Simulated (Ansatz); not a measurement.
System: AlGa₃N₄, space group P-43m (No. 215).

Structure:
```yaml
crystal:
  lattice:
    - [4.46749, 0.00000, 0.00000]
    - [0.00000, 4.46749, 0.00000]
    - [0.00000, 0.00000, 4.46749]
  atoms:
    - { symbol: Al, position: [0.00000, 0.00000, 0.00000] }
    - { symbol: Ga, position: [0.50000, 0.50000, 0.00000] }
    - { symbol: Ga, position: [0.50000, 0.00000, 0.50000] }
    - { symbol: Ga, position: [0.00000, 0.50000, 0.50000] }
    - { symbol: N, position: [0.75503, 0.75503, 0.24497] }
    - { symbol: N, position: [0.75503, 0.24497, 0.75503] }
    - { symbol: N, position: [0.24497, 0.75503, 0.75503] }
    - { symbol: N, position: [0.24497, 0.24497, 0.24497] }
```

Calculation (Ansatz 0.2.0): elastic stress-strain coefficients at zero temperature from small strains of the given cell, Voigt order xx yy zz yz xz xy, Cartesian axes of the cell vectors; plane waves with PAW datasets, Γ-centred k mesh. Level: PBEsol, no spin polarisation.

wave cutoff 420 eV; k mesh 6×6×6; occupations fixed; ions relaxed; strain amplitude 0.002.

Predict the Young's modulus as a function of direction in the xy, xz and yz planes.

Over all directions E runs from 169 to 369 GPa, a ratio of 2.2. E is 169 GPa along x, y and z alike, and 369 GPa along the body diagonal x + y + z. The Hill averages are K = 192 GPa and G = 108 GPa, Poisson's ratio 0.26; K/G = 1.77.

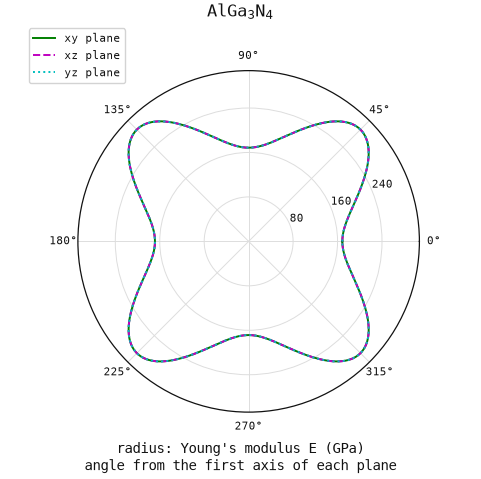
